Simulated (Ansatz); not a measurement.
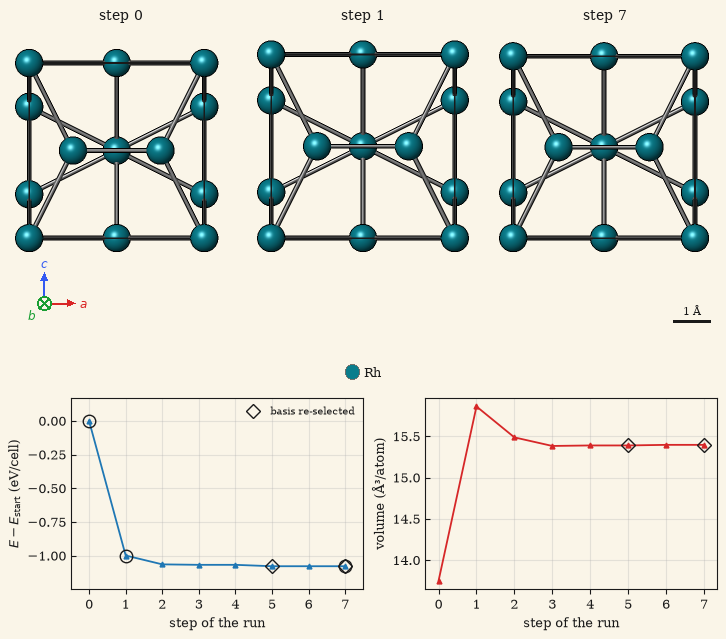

Frames of a relaxation of solid Rh (a generated structure, set up in Pm-3n), marked on the history of the run. A ball-and-stick model of the cell of the calculation, seen along the b axis.

Phase: A15.

Theory: Ansatz, DFT, BLYP, plane waves (420 eV) with PAW, scalar-relativistic. Set-up: plane-wave cutoff 420 eV; k-point mesh 6 × 6 × 6; occupations fermi dirac; smearing width 0.1 eV; no spin polarisation; cell and atoms relaxed; force threshold 0.01 eV/Å; at most 60 steps.

What happens along the run?

Over 5 accepted moves (7 points after the start) the energy falls by 1.077 eV per cell of the calculation. All forces vanish by symmetry, so only the cell relaxes. Pressure: 29.46 GPa at the start and 0.00 GPa at the end. At 2 points the geometry stayed and the basis and grid were re-selected for the new cell (energy shift of 10.4 meV per cell of the calculation at most each time). The atoms keep their places relative to the cell (all moves are under 0.005 Å). The volume changes by +12.0 %, with a = b = c 4.792 → 4.976 Å (+3.8 %). Some distances before and after: Rh–Rh 2.679 → 2.781 Å, Rh–Rh 2.396 → 2.488 Å. The space group stays Pm-3n (No. 223). Cost: 23 s on 4 threads of Arm Neoverse V1, with other jobs on the host, peak memory 0.59 GiB. From step 0 to 1: volume +15.3 %, energy −0.998 eV per cell of the calculation. From step 1 to 7: volume −2.9 %, energy −79.5 meV per cell of the calculation.

```tsv
step	E − E(0), meV/atom	pressure, GPa	volume, Å³/atom	note
0	0.00	29.46	13.752	
1	-124.73	-5.51	15.862	
2	-132.94	-1.23	15.488	
3	-133.38	0.08	15.384	
4	-133.38	0.00	15.390	
5	-134.68	0.09	15.390	same geometry, new basis
6	-134.67	0.00	15.397	
7	-134.68	0.00	15.397	same geometry, new basis
```
